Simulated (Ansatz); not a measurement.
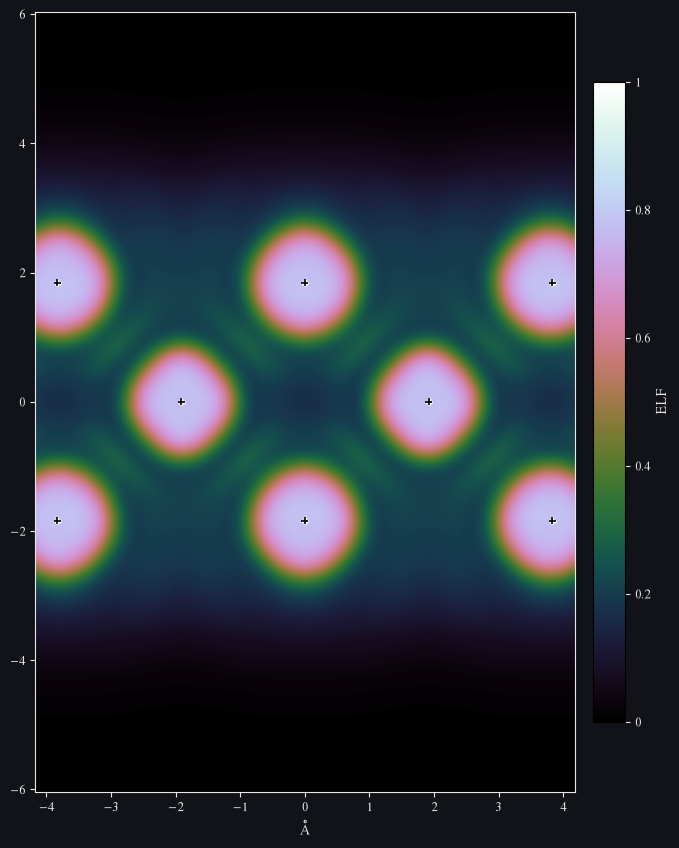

The ELF on a plane through atoms (crosses mark nuclei in the plane).

These are results of Ansatz 0.2.0, DFT PBE, scalar-relativistic, plane waves, PAW, not measurements.

Candidates:
A. Ca, a = 5.52 Å, b = 5.52 Å, c = 5.52 Å, α = 90.00°, β = 90.00°, γ = 90.00°. Space group Fm-3m.
B. Rh (slab), a = 2.71 Å, b = 2.71 Å, c = 18.83 Å, α = 90.00°, β = 90.00°, γ = 90.00°. Computed without spin polarisation.
C. Lu, a = 3.58 Å, b = 3.58 Å, c = 5.57 Å, α = 90.00°, β = 90.00°, γ = 120.00°. Space group P6₃/mmc; changed on purpose from its base cell (volume × 1.06, shape and atoms relaxed); computed pressure about −2 GPa in this cell.

Question: Which candidate gave the map?

Answer: Candidate B: Rh on the (11̄0) plane of the calculation cell, a cut from vacuum to vacuum, which holds Rh. Rh–Rh (2.66 Å): the ELF is about 0.30 at the midpoint (no localised pair shows between them).
